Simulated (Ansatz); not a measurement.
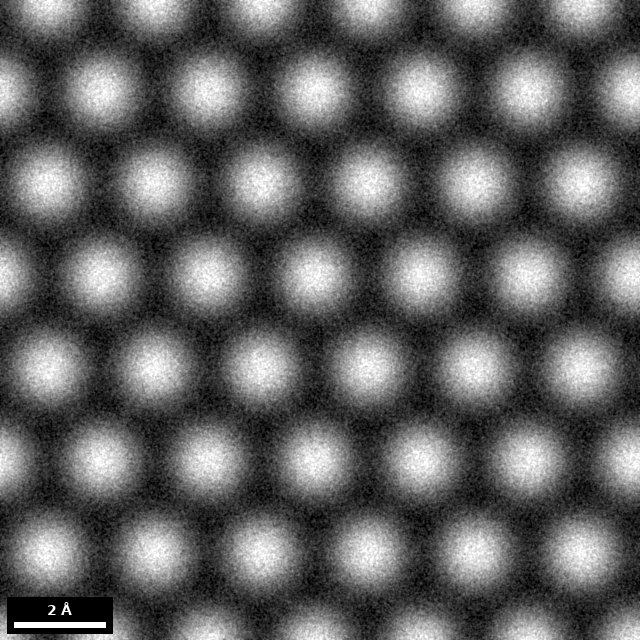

HAADF-like image of Mo (Fd-3m, No. 227). Simulation: incoherent imaging, intensity Z^1.7 per atom, probe width 1.30 Å, thin sample. The probe carries 25 % of its weight in a tail 2.5 times as wide. The display is stretched by a gamma of 0.8; percentages refer to the linear signal. Shot noise was added. Model: the geometry relaxed with DFT, revPBE, plane waves (420 eV) with PAW, scalar-relativistic in Ansatz 0.2.0; the starting structure was generated, so it need not be a known form of this composition.

```cif
data_structure
_symmetry_space_group_name_H-M 'P 1'
_symmetry_Int_Tables_number 1
_cell_length_a 5.7177
_cell_length_b 5.7177
_cell_length_c 5.7177
_cell_angle_alpha 90.000
_cell_angle_beta 90.000
_cell_angle_gamma 90.000
_cell_volume 186.92
loop_
_atom_site_label
_atom_site_type_symbol
_atom_site_fract_x
_atom_site_fract_y
_atom_site_fract_z
_atom_site_occupancy
Mo1 Mo 0.75000 0.75000 0.75000 1
Mo2 Mo 0.00000 0.50000 0.00000 1
Mo3 Mo 0.75000 0.25000 0.25000 1
Mo4 Mo 0.00000 0.00000 0.50000 1
Mo5 Mo 0.25000 0.75000 0.25000 1
Mo6 Mo 0.50000 0.50000 0.50000 1
Mo7 Mo 0.25000 0.25000 0.75000 1
Mo8 Mo 0.50000 0.00000 0.00000 1
```

Along which zone axis is the crystal seen: [211], [001], [111] or [110]? (Directions equivalent by symmetry count as one.)

[111]. The projected cells are 2.02 × 3.30 Å, 90° for [211]; 2.02 × 2.02 Å, 90° for [001]; 2.33 × 2.33 Å, 120° for [111]; 3.50 × 3.50 Å, 109° for [110], and the image repeats as the [111] one does.
